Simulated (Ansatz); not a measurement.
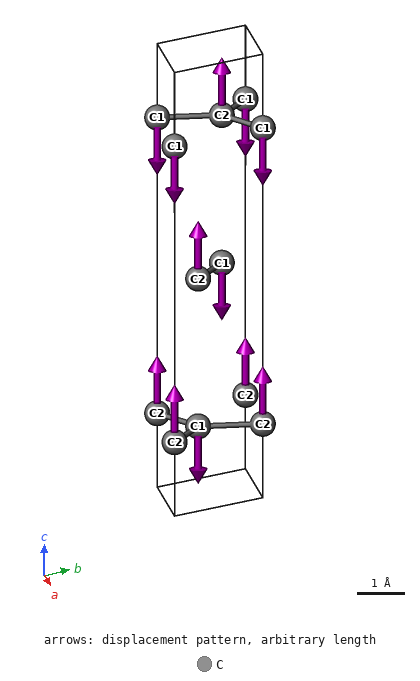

One vibrational mode of solid C at the zone centre. The purple arrows give the relative displacements of the atoms. The picture is a ball-and-stick view of the conventional cell (3 times the calculation's cell), seen from a free direction. Lengths and directions refer to the drawn axes.

These are results of DFT LDA, scalar-relativistic, plane waves, PAW in Ansatz, not measurements.

The input:
```yaml
crystal:
  lattice:
    - [1.2225045439, 0.7058133275, 3.3039531166]
    - [-1.2225045439, 0.7058133275, 3.3039531166]
    - [0.0, -1.411626655, 3.3039531166]
  atoms:
    - { symbol: C, position: [0.8334286081, 0.8334286081, 0.8334286081] }
    - { symbol: C, position: [0.1665713919, 0.1665713919, 0.1665713919] }
basis:
  ecutwfc: 420
kpoints:
  mp_grid: { grid: [12, 12, 12] }
hamiltonian:
  xc: lda
scf:
  occupations: { method: fixed }
output:
  eigenvalues: true
phonons:
  method: dfpt
  dielectric: true
  rigid_motions: translations
  raman: true
  eigenvectors: true
```

Command:
```bash
ansatz run input.yaml --threads 1 --pin off --max-ram 3072MiB --backend cpu --events-out ev --progress --plain --runs-dir out
```

Frequencies are those without the non-analytic (LO–TO) term.

Q: Give the symmetry, activity and frequency of this mode.

A: This is the A₁g mode at 884 cm⁻¹, the lowest optical level, Raman-active by symmetry. All motion is along c; atoms of one kind move against one another, with no net shift of their sublattice; the C–C bond lengths don't change to first order, so for these it is a bending, tilting or sliding motion.

Limits of the set-up: layers or molecules are held without a dispersion correction, so their spacing is unreliable.
